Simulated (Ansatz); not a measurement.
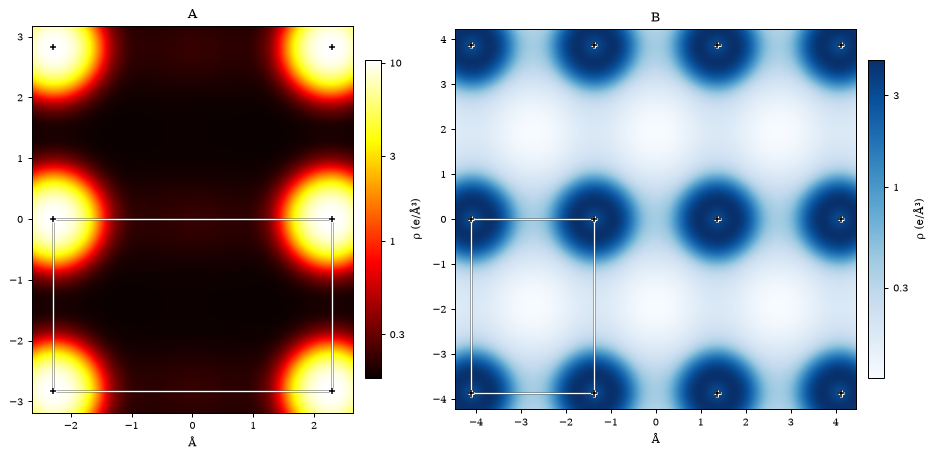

The valence pseudo-density of 2 systems, each on a plane through atoms (crosses mark nuclei in the plane).

Level of theory: Ansatz, DFT, PBE, plane waves (420 eV) with PAW, scalar-relativistic.

System 1: Ti, the (100) plane of the conventional cell. Space group P6/mmm; set up as Ti, omega (AlB2-type); a generated structure, not necessarily the stable one; changed on purpose from its base cell (volume × 1.0); computed without spin polarisation.

```xyz
3
Lattice="4.5813 0.0000 0.0000 -2.2906 3.9675 0.0000 0.0000 0.0000 2.8320" Properties=species:S:1:pos:R:3 pbc="T T T"
Ti    0.0000    0.0000    0.0000
Ti    0.0000    2.6450    1.4160
Ti    2.2906    1.3225    1.4160
```

System 2: Ta, the (110) plane of the conventional cell. Space group Pm-3m; set up as Ta, simple cubic; a generated structure, not necessarily the stable one; changed on purpose from its base cell (volume × 1.0); computed without spin polarisation.

```xyz
1
Lattice="2.7422 0.0000 0.0000 0.0000 2.7422 0.0000 0.0000 0.0000 2.7422" Properties=species:S:1:pos:R:3 pbc="T T T"
Ta    0.0000    0.0000    0.0000
```

Match each panel to its system.

Panel A is system 1, Ti: the plane holds Ti. Ti–Ti (2.83 Å): ρ is about 0.19 e/Å³ halfway. Panel B is system 2, Ta: the plane holds Ta. Ta–Ta (2.74 Å): the density is about 0.4 e/Å³ at the midpoint.
